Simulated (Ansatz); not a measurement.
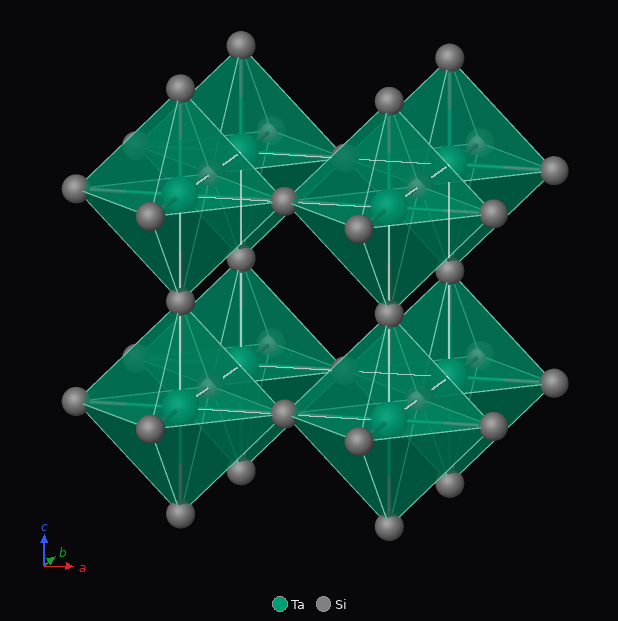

The image is a polyhedral drawing of a crystal, viewed slightly off an axis. Atoms at the boundary of the conventional unit cell (the box) are drawn once for each face, edge or corner they touch. Some neighbours outside the box are added. Cell: a = 4.91 Å, b = 4.91 Å, c = 4.91 Å, α = 90.00°, β = 90.00°, γ = 90.00°.

The starting point was a random cell made by a generator, so it need not be a real form of the compound. Earlier steps of the study may have refined or changed the cell and positions. It was the input of a calculation with Ansatz.

Question: Notes on the structure:

Answer: Chemical formula TaSi3. The atoms follow space group Pm-3m (No. 221); the Bravais lattice is primitive cubic. This arrangement goes by the name ReO₃ type. The cell comprises 1 formula unit: 1 Ta, 3 Si. The polyhedra are TaSi6 octahedra; they share corners. Each Ta atom is coordinated by six Si in an octahedral arrangement at about 2.5 Å. Si is coordinated by two Ta in a linear arrangement at about 2.5 Å.

All computed values are from DFT PBE, scalar-relativistic, plane waves, PAW (Ansatz 0.2.0). Settings: cutoff 420 eV, a 10×10×10 k-point grid, Gaussian smearing of 0.1 eV, no spin polarisation.

Question: What does the calculation say: metal or gapped?

Answer: A metal: bands cross the Fermi level.

Question: Estimate the Bader charges.

Answer: Ta +0.50 e; Si -0.17 e.

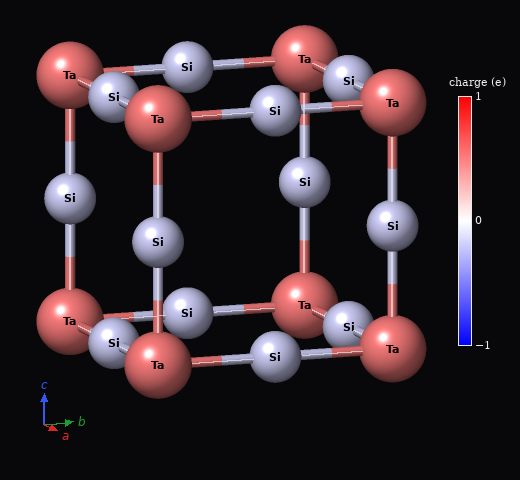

The atoms coloured by those charges. The run's cell of 4 atoms is drawn.

Question: Are forces and stress small enough to call this relaxed?

Answer: Yes. All forces vanish to within 0.01 eV/Å. The pressure is 0.0 GPa, close to zero.
